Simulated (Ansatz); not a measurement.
BaTiO₃ (space group Pm-3m, No. 221): the end point of a relaxation with DFT PBEsol, scalar-relativistic, plane waves, PAW (Ansatz 0.2.0).

```cif
data_structure
_symmetry_space_group_name_H-M 'Pm-3m'
_symmetry_Int_Tables_number 221
_cell_length_a 3.9699
_cell_length_b 3.9699
_cell_length_c 3.9699
_cell_angle_alpha 90.000
_cell_angle_beta 90.000
_cell_angle_gamma 90.000
_cell_volume 62.56
loop_
_atom_site_label
_atom_site_type_symbol
_atom_site_symmetry_multiplicity
_atom_site_Wyckoff_symbol
_atom_site_fract_x
_atom_site_fract_y
_atom_site_fract_z
_atom_site_occupancy
Ba1 Ba 1 a 0.00000 0.00000 0.00000 1
Ti1 Ti 1 b 0.50000 0.50000 0.50000 1
O1 O 3 c 0.50000 0.50000 0.00000 1
```

Bonds are taken as O–Ti below 2.2 Å; Ba is left out of the net, as the electropositive filling of the structure. Simplification: prune 0- and 1-connected atoms, fold 2-connected ones into links.

What net does this leave?

The result is a uninodal 6-connected, three-periodic net: Ti is a 6-connected node. O becomes part of the edges. It is the pcu net, known from NaCl, ReO3 and the B-X framework of perovskite. It is a single net, without interpenetration.

| node | links | point symbol | coordination sequence |
| --- | --- | --- | --- |
| Ti | 6 | 4¹²·6³ | 6 18 38 66 102 146 198 258 326 402 |

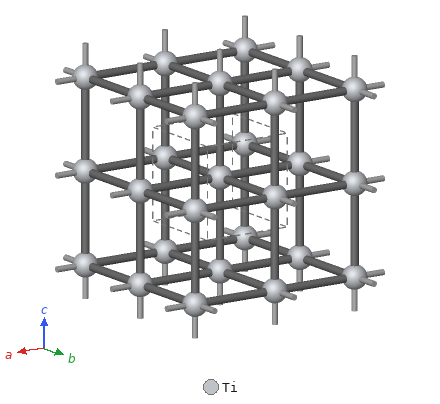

Nodes are coloured by element. Edges to nodes outside the piece are drawn as stubs.
